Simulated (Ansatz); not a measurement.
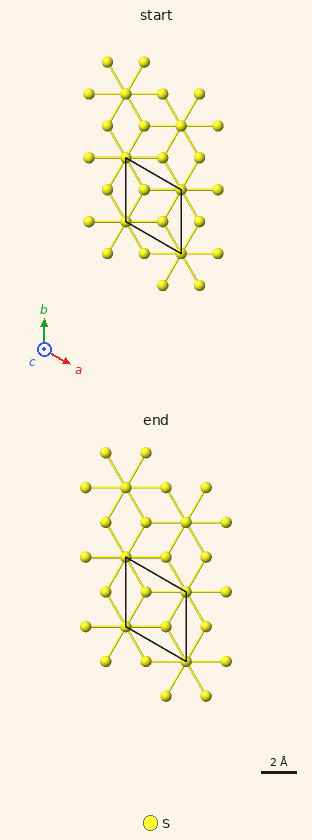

The structure of crystalline S (built on the graphite_194 type) (coarse preliminary run) before (top) and after (bottom) a relaxation, at one scale.

The picture is a ball-and-stick view of the cell of the calculation, repeated 1 × 2 × 1 with one cell outlined, seen along the c axis.

Case: graphite type (P6_3/mmc, No. 194).

All numbers below come from DFT PBE, scalar-relativistic, plane waves, PAW in Ansatz 0.2.0.

Input file:
```yaml
crystal:
  lattice:
    - [3.6996465595, 0.0, 0.0]
    - [-1.8498232798, 3.2039879056, 0.0]
    - [0.0, 0.0, 10.07627315]
  atoms:
    - { symbol: S, position: [0.0, 0.0, 0.25] }
    - { symbol: S, position: [0.0, 0.0, 0.75] }
    - { symbol: S, position: [0.3333333333, 0.6666666667, 0.75] }
    - { symbol: S, position: [0.6666666667, 0.3333333333, 0.25] }
basis:
  ecutwfc: 420
kpoints:
  mp_grid: { grid: [6, 6, 2] }
hamiltonian:
  xc: pbe
scf:
  occupations: { method: gaussian, width: 0.1 }
  lower_state_search: "off"
output:
  forces: true
  stress: true
  eigenvalues: true
relax:
  adjacent_minimum: "off"
  f_tol: 0.04
  max_steps: 70
  cell: { stress_tol: 0.4 }
```

Q: Summarise the run.

A: The atoms keep their places relative to the cell (all moves are under 0.005 Å). Cell: a = b 3.700 → 4.031 Å (+8.9 %), c 10.076 → 9.890 Å (−1.9 %). Volume +16.5 %. Near-neighbour distances that change, for instance: S1–S4 2.136 → 2.327 Å. The space group stays P6_3/mmc (No. 194). The energy falls by 207 meV per atom in 3 accepted moves (5 points after the start). All forces vanish by symmetry, so only the cell relaxes. Pressure: 9.58 GPa at the start and −0.25 GPa at the end. The line search rejected the trial step at point 3 of the run. At 1 point the geometry stayed and the basis and grid were re-selected for the new cell (energy shift of 0.5 meV per atom at most each time). The run took of the order of 11 core-seconds on a shared host.
